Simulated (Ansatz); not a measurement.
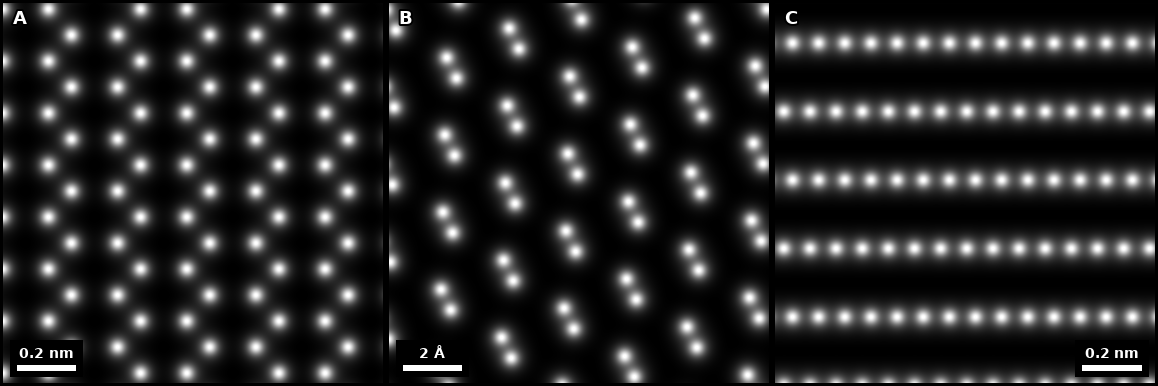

Three views of Pt (P6_3/mmc, No. 194) along different zone axes. Computed as the sum of neutral-atom potentials (tabulated electron scattering factors, B = 0.5 Å²) projected along the beam and smoothed by 0.25 Å; brighter is more positive. Model: a calculation's starting geometry; the starting structure was generated, so it need not be a known form of this composition.

```cif
data_structure
_symmetry_space_group_name_H-M 'P 1'
_symmetry_Int_Tables_number 1
_cell_length_a 2.7324
_cell_length_b 2.7324
_cell_length_c 4.6862
_cell_angle_alpha 90.000
_cell_angle_beta 90.000
_cell_angle_gamma 120.000
_cell_volume 30.30
loop_
_atom_site_label
_atom_site_type_symbol
_atom_site_fract_x
_atom_site_fract_y
_atom_site_fract_z
_atom_site_occupancy
Pt1 Pt 0.66667 0.33333 0.75000 1
Pt2 Pt 0.33333 0.66667 0.25000 1
```

Match the panels to the zone axes [101], [201] and [310].

A is [201]: projected cell 1.78 × 2.53 Å, 111°, plane group c2mm. B is [101]: projected cell 2.36 × 2.64 Å, 117°, plane group c2mm. C is [310]: projected cell 0.89 × 4.69 Å, 90°.
